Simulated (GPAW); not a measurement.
## How BN (Qingsongite) absorbs and reflects light

Aim: the dielectric function of BN (Qingsongite), and the optical constants that follow from it.

Main program and level: GPAW 26.7.0; DFT, LDA, plane-wave PAW (GPAW data sets), scalar-relativistic, RPA, optical limit.

**1. The starting structure**

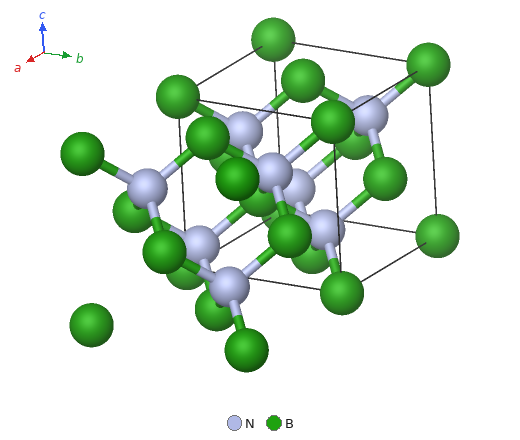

Start, viewed slightly off an axis; nitrogen light blue, boron green. 2×1×1 cells are drawn. This picture shows the conventional cell, with its axes. Bonds to atoms that aren't drawn are left out. Some periodic images of atoms are drawn too.

Coordinates:

```cif
data_structure
_symmetry_space_group_name_H-M 'P 1'
_symmetry_Int_Tables_number 1
_cell_length_a 2.5562
_cell_length_b 2.5562
_cell_length_c 2.5562
_cell_angle_alpha 60.000
_cell_angle_beta 60.000
_cell_angle_gamma 60.000
_cell_volume 11.81
loop_
_atom_site_label
_atom_site_type_symbol
_atom_site_fract_x
_atom_site_fract_y
_atom_site_fract_z
_atom_site_occupancy
N1 N 0.75000 0.75000 0.75000 1
B2 B 0.00000 0.00000 0.00000 1
```

**2. Dielectric function, RPA**

Local fields let the induced charge screen the field inside the cell, which as a rule lowers ε, most along directions where the density is uneven.

df.py

```python
from gpaw.response.df import DielectricFunction

df = DielectricFunction('full.gpw', frequencies={'type': 'nonlinear', 'domega0': 0.03, 'omega2': 8},
                        ecut=50,
                        eta=0.15,
                        nbands=13,
                        txt='df.txt')
for direction in ['x', 'z']:
    df.get_dielectric_function(xc='RPA', direction=direction, filename=f'df_{direction}.csv')
```

On the command line:

```bash
$ OMP_NUM_THREADS=1 python df.py
```

Output:

```text
Using integrator: PointIntegrator
NonLinearFrequencyDescriptor(from 0.000 to 63.145 eV, 494 points)
Nonperiodic BCs:  [False False False]
Using integrator: PointIntegrator
NonLinearFrequencyDescriptor(from 0.000 to 63.145 eV, 494 points)
Nonperiodic BCs:  [False False False]

Calculating chi0 body with:
    Ground state adapter containing:
    Number of spins: 1
    Number of kpoints: 4096
    Number of irreducible kpoints: 145
    Number of completely occupied states: 4
    Number of partially occupied states: 4

    Linear response parametrization:
    q_c: [0.0, 0.0, 0.0]
    Number of frequency points: 494
    Planewave cutoff: 50.0
    Number of bands: 13
    Number of planewaves: 15
    Broadening (eta): 0.15

Integrating chi0 body.

Symmetries of q_c:
    Direct symmetries (Uq -> q): 24
    Indirect symmetries (TUq -> q): 24
In total 48 allowed symmetries.

145 groups of equivalent kpoints. 96.4599609375% reduction.

Integral kind: spectral function

Calculating chi0 optical extensions with:
    Ground state adapter containing:
    Number of spins: 1
    Number of kpoints: 4096
    Number of irreducible kpoints: 145
    Number of completely occupied states: 4
    Number of partially occupied states: 4

    Linear response parametrization:
    Number of frequency points: 494
    Planewave cutoff: 50.0
    Number of bands: 13
    Number of planewaves: 15
    Broadening (eta): 0.15
Integrating chi0 head and wings.

Symmetries of q_c:
    Direct symmetries (Uq -> q): 24
    Indirect symmetries (TUq -> q): 24
In total 48 allowed symmetries.

145 groups of equivalent kpoints. 96.4599609375% reduction.

Integral kind: spectral function wings
```

The job ended after 3.5 s (1 thread of Arm Neoverse V1, shared host; peak memory 0.19 GiB).

This step gave:

```
electronic dielectric constant ε∞, mean over x, y and z (by symmetry where fewer were run) : 4.577
main peak of Im epsilon, first axis                                                        : 11.83 eV
```

Some rows of df_x.csv (energy; Re and Im without local fields; Re and Im with them):

```text
0.000000, 4.752010, -0.000000, 4.576527, -0.000000
0.429336, 4.756612, 0.003223, 4.580811, 0.003000
0.878195, 4.771354, 0.006652, 4.594531, 0.006191
1.347938, 4.797955, 0.010378, 4.619283, 0.009656
1.840057, 4.838691, 0.014522, 4.657177, 0.013507
2.356191, 4.896623, 0.019255, 4.711045, 0.017899
2.898142, 4.975968, 0.024824, 4.784781, 0.023061
3.467895, 5.082688, 0.031606, 4.883877, 0.029335
4.067647, 5.225509, 0.040204, 5.016359, 0.037271
4.699832, 5.417783, 0.051642, 5.194470, 0.047800
5.367152, 5.681152, 0.067812, 5.437994, 0.062635
6.072622, 6.053623, 0.092631, 5.781544, 0.085312
6.819608, 6.610426, 0.135751, 6.293300, 0.124496
7.611886, 7.534517, 0.229914, 7.137929, 0.209366
8.453705, 9.548686, 0.672612, 8.958324, 0.600665
9.349861, 12.193533, 4.433976, 11.396344, 3.928045
10.305790, 9.199917, 8.325117, 8.784727, 7.531706
11.327680, 7.040175, 12.277242, 6.942947, 11.075691
12.422601, -3.252033, 11.496611, -2.347095, 11.159135
13.598673, -2.185116, 5.269898, -1.906410, 5.204082
```

The Im ε, E ∥ x or z has structure finer than the step of the table below, so its rows give means over 1 eV, whole bins alone (the curve runs from 0 to 14.0 eV). Peaks (eV: height): 11.8: 14.6.

Values under the direct gap are tails of Lorentzian lines. The Im ε, E ∥ x or z by photon energy; means over each step:

| photon energy (eV) | Im ε, E ∥ x or z |
| --- | --- |
| 1 | 0.00710 |
| 2 | 0.0149 |
| 3 | 0.0242 |
| 4 | 0.0365 |
| 5 | 0.0543 |
| 6 | 0.0835 |
| 7 | 0.142 |
| 8 | 0.337 |
| 9 | 2.50 |
| 10 | 6.83 |
| 11 | 9.74 |
| 12 | 13.2 |
| 13 | 8.19 |

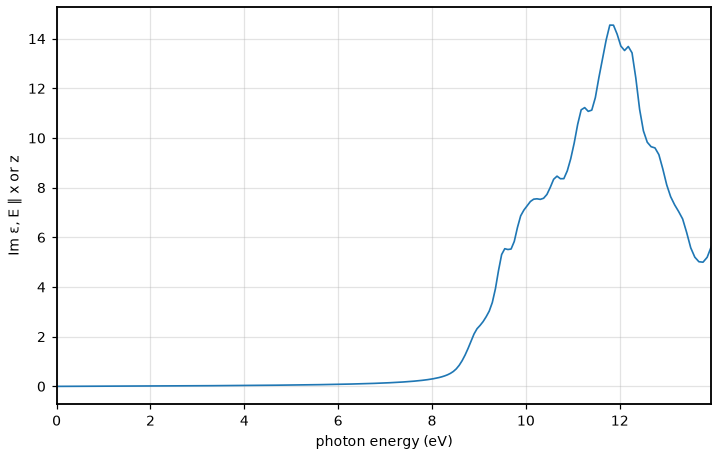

Im ε, E ∥ x or z against photon energy.

The Re ε, E ∥ x or z by photon energy:

| photon energy (eV) | Re ε, E ∥ x or z |
| --- | --- |
| 0 | 4.58 |
| 1 | 4.60 |
| 2 | 4.67 |
| 3 | 4.80 |
| 4 | 5.00 |
| 5 | 5.30 |
| 6 | 5.74 |
| 7 | 6.45 |
| 8 | 7.78 |
| 9 | 10.3 |
| 10 | 9.73 |
| 11 | 8.85 |
| 12 | 1.67 |
| 13 | -2.81 |

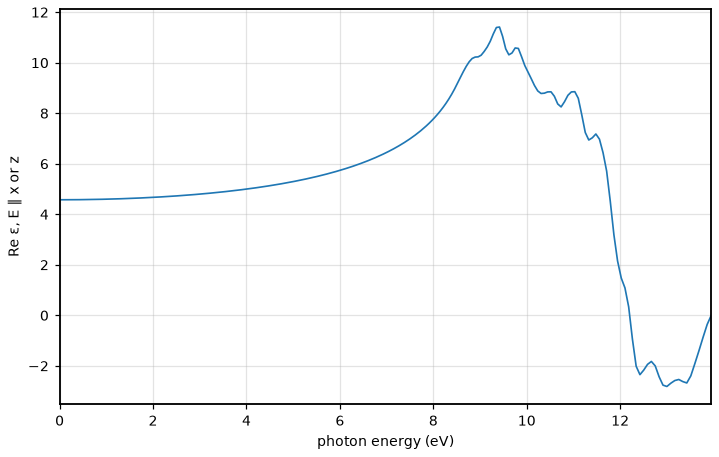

Re ε, E ∥ x or z, plotted against photon energy.

Refractive index n and extinction k against photon energy:

| photon energy (eV) | n | k |
| --- | --- | --- |
| 0 | 2.14 | 0 |
| 1 | 2.14 | 0.00165 |
| 2 | 2.16 | 0.00343 |
| 3 | 2.19 | 0.00550 |
| 4 | 2.24 | 0.00812 |
| 5 | 2.30 | 0.0117 |
| 6 | 2.40 | 0.0172 |
| 7 | 2.54 | 0.0272 |
| 8 | 2.79 | 0.0536 |
| 9 | 3.23 | 0.373 |
| 10 | 3.31 | 1.09 |
| 11 | 3.31 | 1.44 |
| 12 | 2.79 | 2.48 |
| 13 | 1.70 | 2.39 |

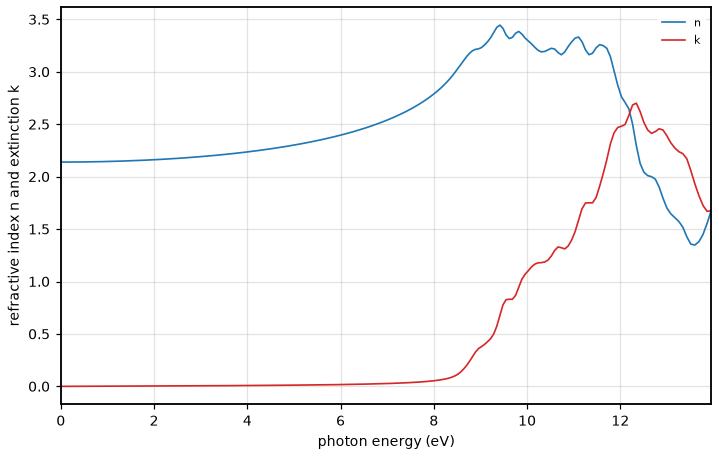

Refractive index n and extinction k against photon energy.

The reflectivity at normal incidence, E ∥ x or z has structure finer than the step of the table below, so its rows give means over 1 eV, whole bins alone (the curve runs from 0 to 14.0 eV). Peaks (eV: height): 12.3: 49.4.

Reflectivity at normal incidence, E ∥ x or z against photon energy; means over each step:

| photon energy (eV) | reflectivity at normal incidence, E ∥ x or z (%) |
| --- | --- |
| 1 | 13.3 |
| 2 | 13.5 |
| 3 | 13.9 |
| 4 | 14.6 |
| 5 | 15.6 |
| 6 | 16.9 |
| 7 | 19.0 |
| 8 | 22.5 |
| 9 | 28.6 |
| 10 | 32.5 |
| 11 | 36.0 |
| 12 | 45.4 |
| 13 | 46.6 |

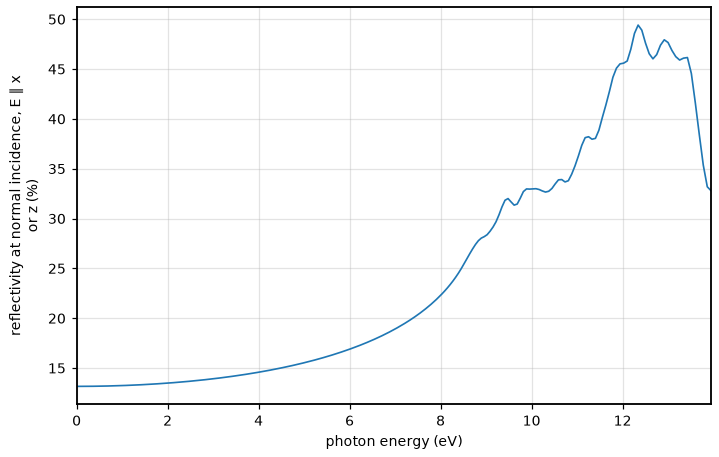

Reflectivity at normal incidence, E ∥ x or z, plotted against photon energy.

Values under the direct gap are tails of Lorentzian lines. Table of loss function −Im 1/ε at q → 0, E ∥ x or z by energy loss; read off at these points:

| energy loss (eV) | loss function −Im 1/ε at q → 0, E ∥ x or z |
| --- | --- |
| 0.0 | 0 |
| 1.0 | 3.3e-4 |
| 2.0 | 6.8e-4 |
| 3.0 | 0.00105 |
| 4.0 | 0.00145 |
| 5.0 | 0.00192 |
| 6.0 | 0.00250 |
| 7.0 | 0.00332 |
| 8.0 | 0.00494 |
| 9.0 | 0.0216 |
| 10.0 | 0.0491 |
| 11.0 | 0.0563 |
| 12.0 | 0.0712 |
| 13.0 | 0.110 |
| 13.8 | 0.193 |

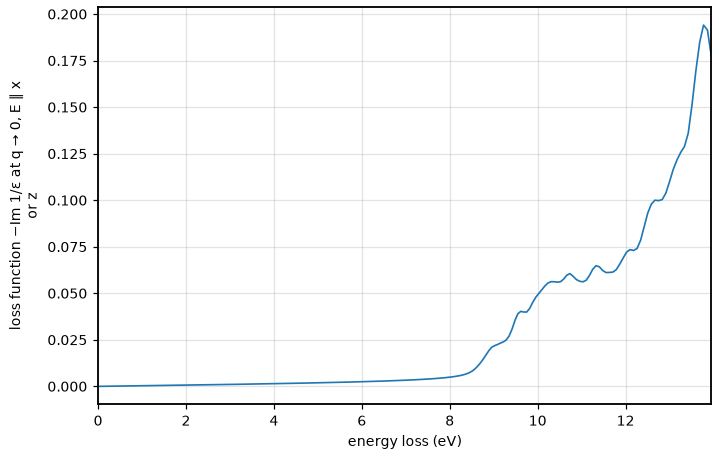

Loss function −Im 1/ε at q → 0, E ∥ x or z against energy loss.

Optical constants at common wavelengths, from n + ik = √ε:

| wavelength (nm) | n | k | R (%) | 1/α |
| --- | --- | --- | --- | --- |
| 1550 | 2.14 | 0.001 | 13.2 | 94 µm |
| 633 | 2.16 | 0.003 | 13.5 | 15 µm |
| 450 | 2.18 | 0.005 | 13.8 | 7.2 µm |
| 405 | 2.19 | 0.006 | 14.0 | 5.7 µm |
| 308 | 2.24 | 0.008 | 14.6 | 3.0 µm |
| 248 | 2.30 | 0.012 | 15.5 | 1.7 µm |
| 193 | 2.45 | 0.021 | 17.7 | 745 nm |

Below the direct gap, k and the depth come from the tails of the Lorentzian lines, not from transitions.

Rows near the edge hang on the gap, which this functional as a rule makes too small, and phonon-assisted absorption is left out.

**3. Outcome**

```yaml
electronic_dielectric_constant_eps_infinity_mean_over_x_y_and_z_by_symmetry_where_fewer_were_run_rpa: 4.58
main_peak_of_im_epsilon_first_axis: 11.8 eV
```

At this level (LDA, RPA) BN has ε∞ = 4.58 and n = 2.14 at 1550 nm, and Im ε peaks at 11.8 eV. Local fields change the static value along x from 4.75 to 4.58 (-4 %). Excitons and phonon-assisted transitions are missing; LDA gaps are as a rule too small, which pulls the onset down and ε∞ up. The sum runs over mesh points, so small or evenly spaced maxima can still be ripples of the mesh.

[Machine, clock and banner lines and Python warnings are left out of the logs.]

[Logs are printed without paths, hosts, clocks, repeated set-up lines and the standing remarks that a program may print on its own settings, such as how far it seeks lower states.]

[Hosts, paths, dates, database ids (printed as entryN), source tags and the programs' standing remarks are cut or masked in the printed files.]
